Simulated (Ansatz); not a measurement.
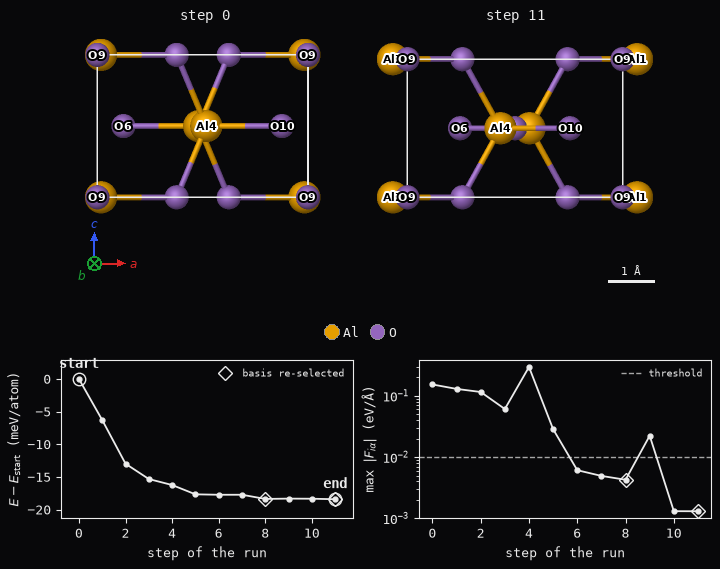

First and last geometry of a relaxation of solid Al$_{2}$O$_{3}$ (set up in Pnnm), with the history of the run. A ball-and-stick model of the cell of the calculation, seen along the b axis.

The run lets cell and atoms move.

These are results of Kohn-Sham DFT of a periodic cell, PBE, Ansatz PAW (Ansatz 0.2.0), not measurements.

The input:
```yaml
crystal:
  lattice:
    - [4.613777, 0.0, 0.0]
    - [0.0, 9.563279, 0.0]
    - [0.0, 0.0, 3.119862]
  atoms:
    - { symbol: Al, position: [0.982975, 0.824573, 0.0] }
    - { symbol: Al, position: [0.017025, 0.175427, 0.0] }
    - { symbol: Al, position: [0.482975, 0.675427, 0.5] }
    - { symbol: Al, position: [0.517025, 0.324573, 0.5] }
    - { symbol: O, position: [0.5, 0.5, 0.5] }
    - { symbol: O, position: [0.123635, 0.75305, 0.5] }
    - { symbol: O, position: [0.376365, 0.25305, 0.0] }
    - { symbol: O, position: [0.623635, 0.74695, 0.0] }
    - { symbol: O, position: [0.0, 0.0, 0.0] }
    - { symbol: O, position: [0.876365, 0.24695, 0.5] }
hamiltonian:
  xc: pbe
  pseudopotentials: { kind: paw }
kpoints:
  mp_grid: { grid: [6, 3, 9] }
scf:
  occupations: { method: fermi_dirac, width: 0.05 }
output:
  forces: true
  stress: true
  eigenvalues: true
relax:
  f_tol: 0.01
  max_steps: 40
  cell: { stress_tol: 0.05 }
```

Launched with:
```bash
ansatz run input.yaml --threads 4 --pin off --max-ram 11264MiB --backend cpu --events-out ev --progress --plain --runs-dir out
```

> Read the history and describe the run.

It converged. The largest moves relative to the cell, 0.60 Å, are those of O atoms. Largest moves by element: O 0.60 Å, Al 0.40 Å. The drawn cell changes as follows: a 4.614 → 4.713 Å (+2.2 %), b 9.563 → 9.704 Å (+1.5 %), c 3.120 → 3.026 Å (−3.0 %); the volume changes by +0.5 %. Near-neighbour distances that change, for instance: Al–O 1.823 → 1.813 Å, Al–O 1.679 → 1.685 Å. Among the angles between lasting bonds that change: Al–O–Al 118.6° → 123.4°, O–Al–O 117.7° → 113.1°, Al–O–Al 117.7° → 113.1°. The space group stays Pnnm (No. 58). After 9 accepted moves (11 points after the start) the energy has fallen by 18.4 meV per atom. Largest force component: 0.15 eV/Å at the start, 0.0013 eV/Å at the end. Pressure: 0.01 GPa at the start and 0.01 GPa at the end. At 2 points the geometry stayed and the basis and grid were re-selected for the new cell (energy shift of 0.6 meV per atom at most each time). Cost: 31 s on 4 threads of Arm Neoverse V2, on a shared host, peak memory 0.52 GiB.
